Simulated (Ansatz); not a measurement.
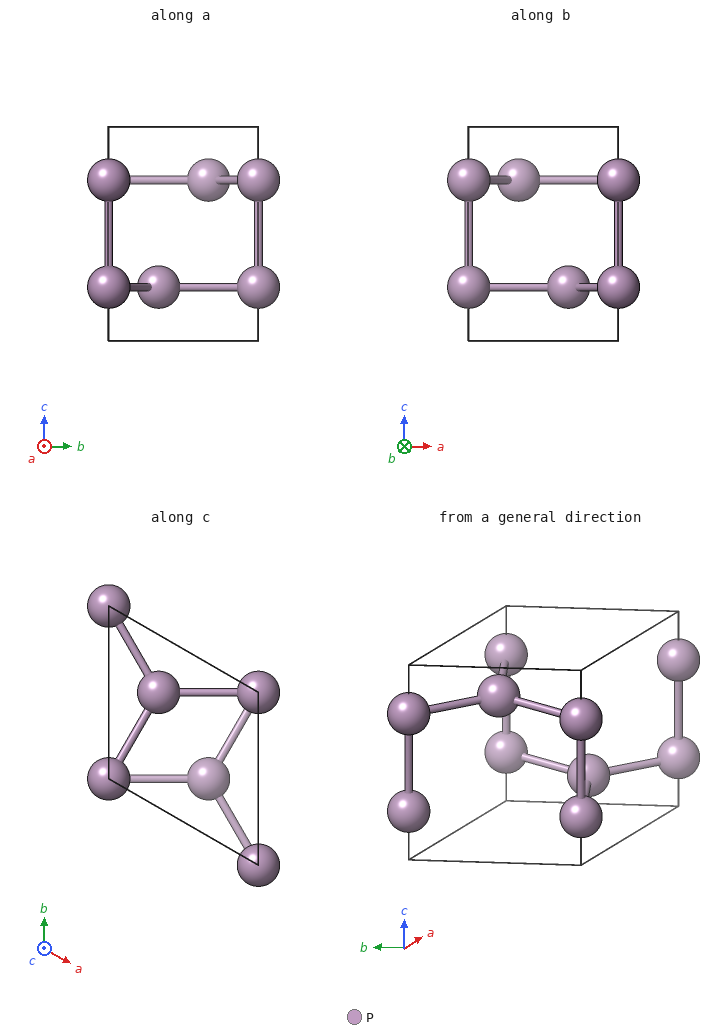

Figure: ball-and-stick view along the a axis, along the b axis, along the c axis and from a general direction. The lines enclose the conventional unit cell; boundary atoms appear with their images.

The lattice constants are a = 3.97 Å, b = 3.97 Å, c = 4.92 Å, α = 90.00°, β = 90.00°, γ = 120.00°.

Determine the atoms per cell.

Answer. 4 (phosphorus), counting shared atoms by their share.

Which of the 230 space groups is it?

Answer. P6_3/mmc (No. 194), with P on 2b and P on 2d.

The structure was taken from a textbook structure type filled with this element (whether it is the usual form wasn't checked). The geometry is the end of a relaxation with DFT r2SCAN, scalar-relativistic, plane waves, PAW (Ansatz 0.2.0).
